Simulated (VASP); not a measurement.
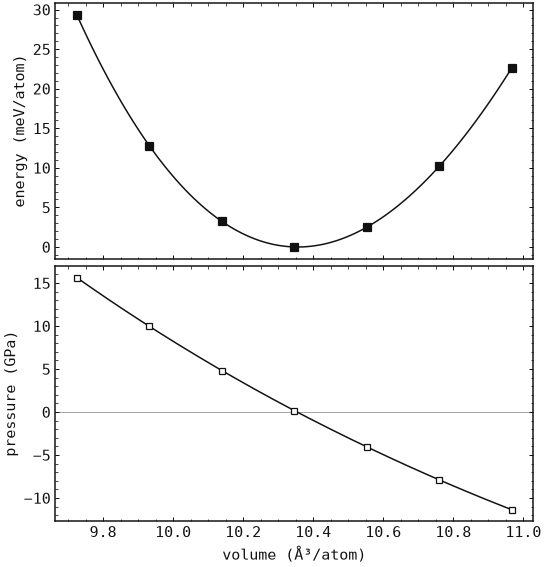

The plot gives the computed energy and pressure against volume for SiC, space group F-43m (No. 216).

Cell as given: a = 3.082 Å, b = 3.082 Å, c = 3.082 Å, α = 60.00°, β = 60.00°, γ = 60.00°; 2 atoms.

Computed with VASP 6.6.1: plane-wave DFT, no spin polarisation; energies at scaled volumes of the given cell, shape and fractions fixed, counted from the fit's minimum, third-order Birch-Murnaghan fit. Level: PBEsol.

| setting | value |
| --- | --- |
| k mesh | 10×10×10 |
| occupations | Fermi–Dirac |
| smearing width | 0.05 eV |
| potentials | VASP PAW PBE potentials, recommended |
| wave cutoff | 520 eV |

The numbers behind the figure:

```tsv
volume (Å³/atom)	energy (meV/atom)	pressure (GPa)
9.73	29.32	15.63
9.93	12.80	9.97
10.14	3.24	4.83
10.35	0.00	0.17
10.55	2.50	-4.05
10.76	10.20	-7.89
10.97	22.61	-11.36
```
